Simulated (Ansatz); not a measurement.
## Run report: TaN, single-point calculation (part 2 of 2)

The same run, continued: TaN (P6/mmm, 6 atoms in the cell); DFT LDA+U, scalar-relativistic, plane waves, PAW, Ueff = 4 eV on Ta atom 1 d; Ueff = 4 eV on Ta atom 2 d; Ueff = 4 eV on Ta atom 3 d, spin-polarised (Ansatz 0.2.0); cutoff 420 eV, 4×4×7 k-mesh, Gaussian smearing of 0.05 eV, collinear spins. The structure derives from an entry of the Crystallography Open Database. It belongs to a series of runs on one base structure; here: ferromagnetic start, free, natural orbitals of the symmetric run filled by rank.

### Output, continued
```
Per-site moments (μB) at R_I (Å): [(1.6242276657663494e-6, 1.0694062910323965), (-4.810040356539475e-7, 0.8607787870202446), (-4.810040356755978e-7, 0.8607787870202446), (6.934042924950459e-7, 0.8607787870202446), (2.814412496214816e-7, 0.8607787870202448), (2.814412496037519e-7, 0.8607787870202446)]
Free energy (F): -30161.230505 eV
Harris-Foulkes:  -30161.230505 eV  (|F-HF|=7.28e-12)
Internal energy: -30161.229343 eV  (E = F + TS)
E sigma→0 (E₀):  -30161.229924 eV
Entropy (-TS):   -0.001162 eV (-0.194 meV/atom)
Fermi energy:    19.649438 eV
--- Per-component energies (eV) ---
  E_band       = -224.911967
  E_kinetic    = 1498.761137
  E_local      = -2081.166125  (includes V_loc(G=0)·N_el)
  E_nonlocal   = 201.189178
  E_hartree    = 705.532765
  E_xc         = -832.348976
  E_vxc        = -844.678654  (∫ρ·V_xc dr)
  E_hubbard    = 13.687530  (on-site DFT+U / exact-exchange correction)
  E_vhub       = 5.467441  (the Hubbard potential's part of the band-sum identity)
  E_paw        = -24801.702466  (= ΣΔE_a)
  E_vpaw       = -415.551335  (= ΣTr[D̂ρ^β])
  E_aug_tail   = 0.000847  (compensation charges beyond the density's cutoff)
  E_ewald      = -4866.200074
  E_core_change = 1.016840  (= ΣΔE_core)
  E_smearing   = -0.001162  (= −TS)
  E_closure    = -0.000000  (closes the sum)
  Σ components = -30161.230505   (vs F -30161.230505, Δ=0.00e0)
--- Specified on-site occupations, and those of the state reported ---
  electrons in the specified blocks: 6.3000 specified, 10.9538 found
  site 1 (l=d) ↑: largest change of an orbital's occupation 0.6188; electrons 2.0000 specified, 1.7833 found; spectral distance 0.9908
  site 2 (l=d) ↑: largest change of an orbital's occupation 0.6188; electrons 2.0000 specified, 1.7833 found; spectral distance 0.9908
  site 0 (l=d) ↑: largest change of an orbital's occupation 0.5110; electrons 2.0000 specified, 1.9104 found; spectral distance 0.9127
  site 0 (l=d) ↓: largest change of an orbital's occupation 0.4390; electrons 0.1000 specified, 1.9104 found; spectral distance 0.8345
  site 1 (l=d) ↓: largest change of an orbital's occupation 0.4036; electrons 0.1000 specified, 1.7833 found; spectral distance 0.7568
  site 2 (l=d) ↓: largest change of an orbital's occupation 0.4036; electrons 0.1000 specified, 1.7833 found; spectral distance 0.7568
--- Forces (eV/Å), atoms counted from 1 ---
  atom   1  Ta    -0.00000000     0.00000000     0.00000000
  atom   2  Ta     0.00000000    -0.00000190     0.00000000
  atom   3  Ta     0.00000000     0.00000190     0.00000000
  atom   4  N     -0.00000000     0.00000000     0.00000000
  atom   5  N      0.00000000     0.00000000     0.00000000
  atom   6  N      0.00000000     0.00000000     0.00000000
  max |Σ_I F_I| component: 3.17e-30 eV/Å
--- Stress (GPa, compression-positive) ---
        0.484164       0.000000       0.000000
        0.000000       0.484180       0.000000
        0.000000       0.000000      -4.684228
  P = ⅓ Tr σ = -1.2386 GPa (-12.386 kbar)
--- Band table (eV; the first three rows and the last of 56) ---
  k-point 0 ↑: bands = ["-50.0535", "-50.0026", "-49.7114", "-16.9435", "-16.9435", "-16.5756", "-16.5756", "-16.3306", "-16.2700", "-16.2700", "-16.1930", "-15.3758", "1.2222", "4.6902", "4.6902", "9.2278", "12.4027", "12.4027", "13.4847", "13.4847", "13.9182", "16.3444", "16.5661", "16.5661", "17.0270", "17.4314", "18.6680", "18.6680", "20.4710", "20.4710", "20.5615", "21.9730", "21.9730", "22.5004", "22.8159", "22.8159"]
  k-point 1 ↑: bands = ["-50.0448", "-49.9950", "-49.7051", "-16.9163", "-16.9163", "-16.5447", "-16.5447", "-16.5144", "-16.3589", "-16.2674", "-16.2674", "-15.5014", "1.6767", "4.5043", "4.5043", "9.9585", "12.4007", "12.4007", "13.3338", "13.3338", "13.6609", "15.7278", "15.7278", "16.3747", "17.1283", "18.2792", "19.1103", "19.1103", "20.0114", "20.0114", "20.7936", "22.2895", "22.2895", "22.7286", "22.9271", "22.9271"]
  k-point 2 ↑: bands = ["-50.0231", "-49.9771", "-49.6897", "-16.9090", "-16.8555", "-16.8555", "-16.7179", "-16.4683", "-16.4683", "-16.2681", "-16.2681", "-15.7760", "2.7995", "4.0828", "4.0828", "11.7882", "12.1221", "12.1221", "12.1599", "13.1578", "13.1578", "15.0977", "15.0977", "17.3680", "17.9843", "18.2995", "18.2995", "20.0052", "20.0052", "20.3732", "21.4276", "22.8541", "22.8541", "22.9078", "22.9078", "23.3003"]
  k-point 27 ↓: bands = ["-49.9885", "-49.9745", "-49.6720", "-17.1519", "-17.0692", "-16.8530", "-16.6779", "-16.5237", "-16.3459", "-16.2858", "-16.2782", "-15.9721", "3.6625", "3.9158", "4.0228", "11.1272", "11.9061", "12.2304", "12.6491", "12.9066", "13.4049", "13.9855", "15.5066", "15.9359", "16.8560", "17.4222", "18.2878", "21.7280", "21.8142", "22.1015", "22.5176", "22.9125", "22.9214", "23.3874", "23.5507", "25.1372"]
Occupation matrices written to [file]
--- Löwdin populations: 6 sites ---
  site symbol       q [e]    m [muB]
     0     Ta     12.4662     0.0000
     1     Ta     12.0389    -0.0000
     2     Ta     12.0389    -0.0000
     3      N      5.7166     0.0000
     4      N      5.7166     0.0000
     5      N      5.7166     0.0000
  spilling = 0.005672 (of n_electrons = 54.000000)
--- Occupation matrices: 3 shells (run DFT+U table (all-electron-ortho-atomic); ε = 5.35e-4) ---
  Ta0 d_5D: site group D6h (6/mmm)
  Ta0 d_5D up     Tr n = 1.9104  λ = 0.271 0.271 0.450 0.459 0.459  [2× x2-y2 0.50 E2g(1.00) | z2 1.00 A1g(1.00) | 2× xz 0.50 E1g(1.00)]
  Ta0 d_5D dn     Tr n = 1.9104  λ = 0.271 0.271 0.450 0.459 0.459  [2× x2-y2 0.50 E2g(1.00) | z2 1.00 A1g(1.00) | 2× xz 0.50 E1g(1.00)]
  specified occupation → Ta0 d_5D up: matrix, ‖Δ‖_F = 0.9127, Tr Δ = +0.0896, displaced = 0.9771, d_λ = 0.9127; orbital distance = 0.0000
  specified occupation → Ta0 d_5D dn: matrix, ‖Δ‖_F = 0.8345, Tr Δ = -1.8104, displaced = 0.9052, d_λ = 0.8345; orbital distance = 0.0000
  Ta1 d_5D: site group D3h (-6m2)
  Ta1 d_5D up     Tr n = 1.7833  λ = 0.329 0.329 0.351 0.351 0.424  [2× xz 0.50 E''(1.00) | 2× x2-y2 0.50 E'(1.00) | z2 1.00 A1'(1.00)]
  Ta1 d_5D dn     Tr n = 1.7833  λ = 0.329 0.329 0.351 0.351 0.424  [2× xz 0.50 E''(1.00) | 2× x2-y2 0.50 E'(1.00) | z2 1.00 A1'(1.00)]
  specified occupation → Ta1 d_5D up: matrix, ‖Δ‖_F = 0.9908, Tr Δ = +0.2167, displaced = 1.0569, d_λ = 0.9908; orbital distance = 0.7071
  specified occupation → Ta1 d_5D dn: matrix, ‖Δ‖_F = 0.7568, Tr Δ = -1.6833, displaced = 0.8416, d_λ = 0.7568; orbital distance = 0.0000
  Ta2 d_5D: site group D3h (-6m2)
  Ta2 d_5D up     Tr n = 1.7833  λ = 0.329 0.329 0.351 0.351 0.424  [2× xz 0.50 E''(1.00) | 2× x2-y2 0.50 E'(1.00) | z2 1.00 A1'(1.00)]
  Ta2 d_5D dn     Tr n = 1.7833  λ = 0.329 0.329 0.351 0.351 0.424  [2× xz 0.50 E''(1.00) | 2× x2-y2 0.50 E'(1.00) | z2 1.00 A1'(1.00)]
  specified occupation → Ta2 d_5D up: matrix, ‖Δ‖_F = 0.9908, Tr Δ = +0.2167, displaced = 1.0569, d_λ = 0.9908; orbital distance = 0.7071
  specified occupation → Ta2 d_5D dn: matrix, ‖Δ‖_F = 0.7568, Tr Δ = -1.6833, displaced = 0.8416, d_λ = 0.7568; orbital distance = 0.0000
  Tr n, λ and their labels are of the run-group-symmetrised matrices; stabiliser: 48 of 48 elements of G0×{1,Θ} (closed), max defect 4.5e-6 at τ = 1.1e-4
```

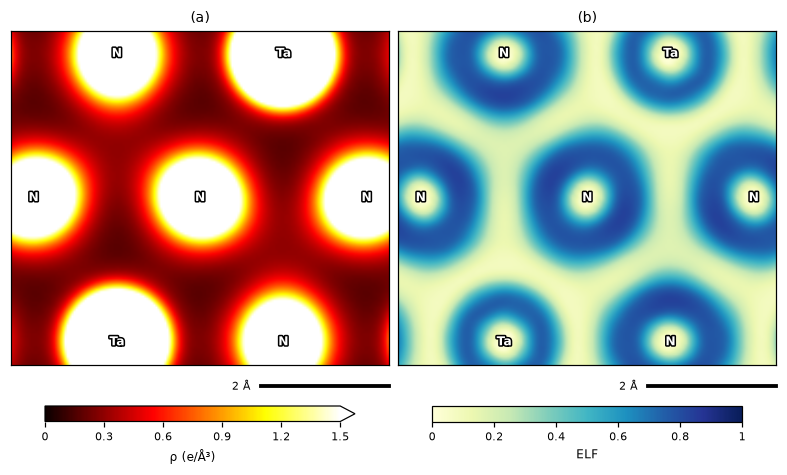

**Figure 1.** (a) valence pseudo-density; (b) electron localisation function on the (001) plane of the conventional cell. Atoms in the plane: Ta and N. Away from the nuclei the density in this plane falls to 0.18 e/Å³ at its lowest. The strong features right at Ta lie inside the PAW spheres (semicore, d or f shells) and say nothing about bonding. In a PAW calculation such maps are meaningful between the atoms, not at the nuclei.

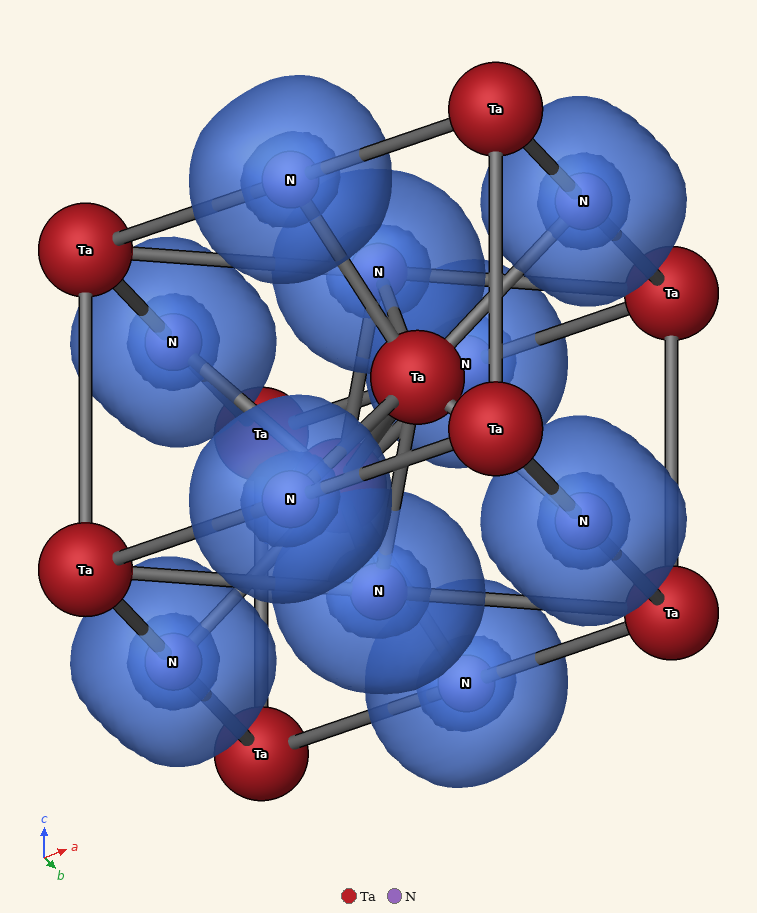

**Figure 2.** Isosurface of the ELF at 0.65 (blue), seen at an oblique angle. Core shells and regions of very low density are left out. Sticks mark near contacts. The outline is the cell set on symmetry axes. Profiles from the grid: Ta–N (2.09 Å): the ELF is about 0.25 at the midpoint; a polar contact without a shared pair, in a metal. Ta–Ta (2.91 Å): the ELF is about 0.40 at the midpoint; no localised pair between them.

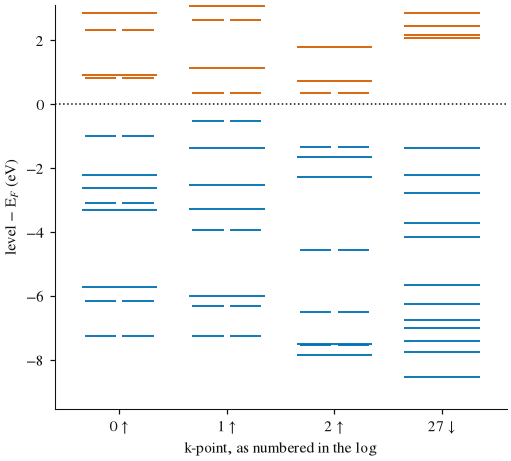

**Figure 3.** Kohn–Sham levels near the Fermi level (dotted) at the few k-points that the log prints; levels within 0.02 eV of each other stand side by side. The system is metallic on the full mesh.

This output came from the following input.

### The input
```yaml
crystal:
  lattice:
    - [5.1850002, 0.0, 0.0]
    - [-2.5925001, 4.49034189, 0.0]
    - [0.0, 0.0, 2.90800053]
  atoms:
    - { symbol: Ta, position: [0.0, 0.0, 0.0], spin: 2.0 }
    - { symbol: Ta, position: [0.3333333333, 0.6666666667, 0.5], spin: 2.0 }
    - { symbol: Ta, position: [0.6666666667, 0.3333333333, 0.5], spin: 2.0 }
    - { symbol: "N", position: [0.5, 0.0, 0.0] }
    - { symbol: "N", position: [0.5, 0.5, 0.0] }
    - { symbol: "N", position: [0.0, 0.5, 0.0] }
basis:
  ecutwfc: 420
  ecutrho_ratio: 4
kpoints:
  mp_grid: { grid: [4, 4, 7] }
hamiltonian:
  xc: lda
  hubbard:
    sites:
      - { site: 0, l: d, u_eff: 4.0, starting_ns: [{ spin: up, occupation_matrix: s0up }, { spin: down, occupation_matrix: s0down }] }
      - { site: 1, l: d, u_eff: 4.0, starting_ns: [{ spin: up, occupation_matrix: s1up }, { spin: down, occupation_matrix: s1down }] }
      - { site: 2, l: d, u_eff: 4.0, starting_ns: [{ spin: up, occupation_matrix: s2up }, { spin: down, occupation_matrix: s2down }] }
    occupation_matrices:
      s0up:
        matrix:
          - [0.02, 0.0, 0.0, 0.0, 0.0]
          - [0.0, 0.97, 0.0, 0.0, 0.0]
          - [0.0, 0.0, 0.97, 0.0, 0.0]
          - [0.0, 0.0, 0.0, 0.02, 0.0]
          - [0.0, 0.0, 0.0, 0.0, 0.02]
      s0down:
        matrix:
          - [0.02, 0.0, 0.0, 0.0, 0.0]
          - [0.0, 0.02, 0.0, 0.0, 0.0]
          - [0.0, 0.0, 0.02, 0.0, 0.0]
          - [0.0, 0.0, 0.0, 0.02, 0.0]
          - [0.0, 0.0, 0.0, 0.0, 0.02]
      s1up:
        matrix:
          - [0.97, 0.0, 0.0, 0.0, 0.0]
          - [0.0, 0.02, 0.0, 0.0, 0.0]
          - [0.0, 0.0, 0.02, 0.0, 0.0]
          - [0.0, 0.0, 0.0, 0.02, 0.0]
          - [0.0, 0.0, 0.0, 0.0, 0.97]
      s1down:
        matrix:
          - [0.02, 0.0, 0.0, 0.0, 0.0]
          - [0.0, 0.02, 0.0, 0.0, 0.0]
          - [0.0, 0.0, 0.02, 0.0, 0.0]
          - [0.0, 0.0, 0.0, 0.02, 0.0]
          - [0.0, 0.0, 0.0, 0.0, 0.02]
      s2up:
        matrix:
          - [0.97, 0.0, 0.0, 0.0, 0.0]
          - [0.0, 0.02, 0.0, 0.0, 0.0]
          - [0.0, 0.0, 0.02, 0.0, 0.0]
          - [0.0, 0.0, 0.0, 0.02, 0.0]
          - [0.0, 0.0, 0.0, 0.0, 0.97]
      s2down:
        matrix:
          - [0.02, 0.0, 0.0, 0.0, 0.0]
          - [0.0, 0.02, 0.0, 0.0, 0.0]
          - [0.0, 0.0, 0.02, 0.0, 0.0]
          - [0.0, 0.0, 0.0, 0.02, 0.0]
          - [0.0, 0.0, 0.0, 0.0, 0.02]
    ns_hold: { iters: 10 }
scf:
  occupations: { method: gaussian, width: 0.05 }
  lower_state_search: "off"
  max_iter: 150
output:
  forces: true
  stress: true
  eigenvalues: true
  populations: true
  hubbard: { sites: [{ site: 0, l: d }, { site: 1, l: d }, { site: 2, l: d }] }
  write_density: true
  write_potential: true
  elf: true
  volumetric_format: npy
magnetization:
  spin_polarized: true
```

Launch command:
```bash
ansatz run input.yaml --threads 4 --pin off --max-ram 6144MiB --backend cpu --events-out ev --progress --plain --runs-dir out
```

### Summary

```csv
quantity,value
outcome,converged
space group (tolerance 0.01 Å),P6/mmm (191)
electrons treated,54
free energy,−30161.2305 eV
Fermi energy,19.649 eV
gap on the k-point mesh,none (metallic)
net moment of the cell,0.00 μB
integrated absolute moment,0.00 μB
pressure,−1.24 GPa
largest force (length of the vector),under 0.001 eV/Å
hardware,"4 threads of Arm Neoverse N1, 24 GiB of memory available, shared host"
wall time,18 s (CPU time 68 s)
peak memory,0.47 GiB
```

### Remarks

The program warns: some starting moments were not kept; the typed occupations were not kept; the occupation matrices lower the symmetry. Spin–orbit coupling is left out, which matters for Ta.
